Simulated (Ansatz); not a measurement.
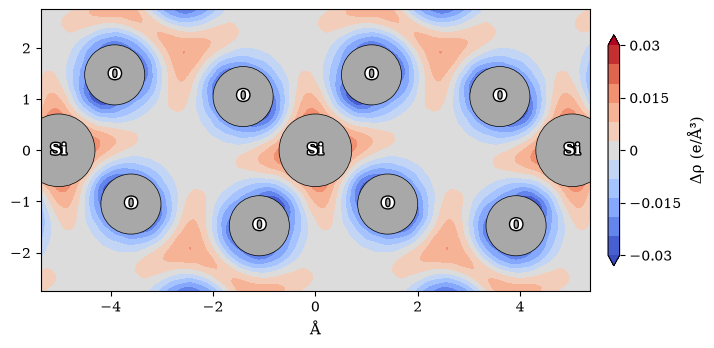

SiO2. Difference of the valence pseudo-densities of two functionals at the same geometry, on the (111) plane of the calculation cell: one of PBE and r2SCAN less the other.

Space group P4₂/mnm; a structure from a database of computed crystals, not necessarily the ambient phase.

Both computed with Ansatz (plane waves, PAW), on the same k-point mesh. Grey discs cover the atomic cores.

```
CELL_PARAMETERS angstrom
4.23317 0.00000 0.00000
0.00000 4.23317 0.00000
0.00000 0.00000 2.69349
ATOMIC_POSITIONS crystal
Si 0.00000 0.00000 0.00000
Si 0.50000 0.50000 0.50000
O 0.80684 0.19316 0.50000
O 0.30684 0.30684 0.00000
O 0.19316 0.80684 0.50000
O 0.69316 0.69316 0.00000
```

Q: Which was subtracted from which, and what does the map show?

A: It is PBE less r2SCAN. Against r2SCAN, PBE gives more density around Si (+0.006 e/Å³ on average at 0.9 Å from the nucleus), less density around O (−0.014 e/Å³ on average at 0.7 Å from the nucleus) and a change of −0.008 e/Å³ at the midpoint of Si–O and −0.006 e/Å³ at the midpoint of Si–O.
